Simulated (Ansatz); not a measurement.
The coordinates of a crystal:

```cif
data_structure
_symmetry_space_group_name_H-M 'P 1'
_symmetry_Int_Tables_number 1
_cell_length_a 4.3061
_cell_length_b 4.3061
_cell_length_c 3.0561
_cell_angle_alpha 90.000
_cell_angle_beta 90.000
_cell_angle_gamma 90.000
_cell_volume 56.67
loop_
_atom_site_label
_atom_site_type_symbol
_atom_site_fract_x
_atom_site_fract_y
_atom_site_fract_z
_atom_site_occupancy
Sn1 Sn 0.50000 0.50000 0.50000 1
Sn2 Sn 0.00000 0.00000 0.00000 1
O1 O 0.19411 0.80589 0.50000 1
O2 O 0.80589 0.19411 0.50000 1
O3 O 0.30589 0.30589 0.00000 1
O4 O 0.69411 0.69411 0.00000 1
```

Characterise the structure given above.

Chemical formula SnO₂. The structure has P4_2/mnm (No. 136) symmetry and a primitive tetragonal lattice. Type of structure: rutile. Cell content: 2 Sn, 4 O, that is 2 formula units. The neighbours of Sn are six O in a distorted octahedral arrangement at 1.86 to 1.93 Å. The O atoms are each bonded to three Sn at 1.86 to 1.93 Å. Not all metal-metal contacts are counted. The bonds build a three-dimensional framework.

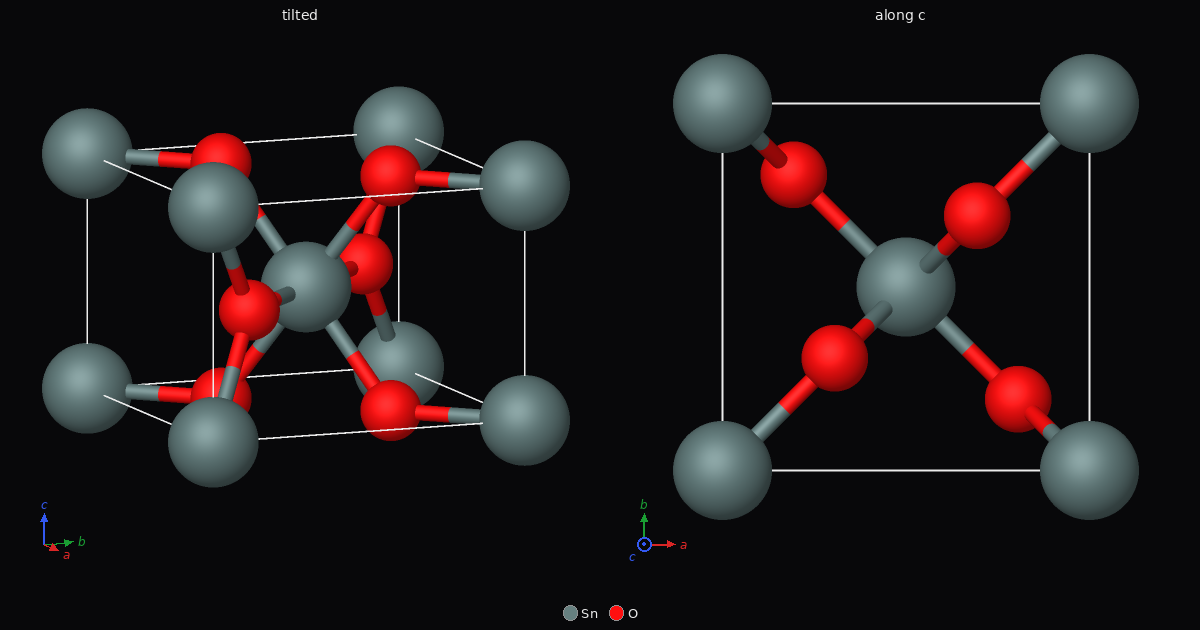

The crystal in a ball-and-stick representation, seen slightly off an axis and along the c axis. The wireframe shows the conventional unit cell. Colours: tin teal, oxygen red.

The model was built from a structure listed in the Materials Project. It was relaxed with Ansatz 0.2.0, DFT r2SCAN, scalar-relativistic, plane waves, PAW under a constraint or pressure on the cell, so some stress remains.

At this level of theory the cell isn't at rest (compressed, at 90 GPa), so its distances can differ from those at equilibrium, the more so the softer the solid.
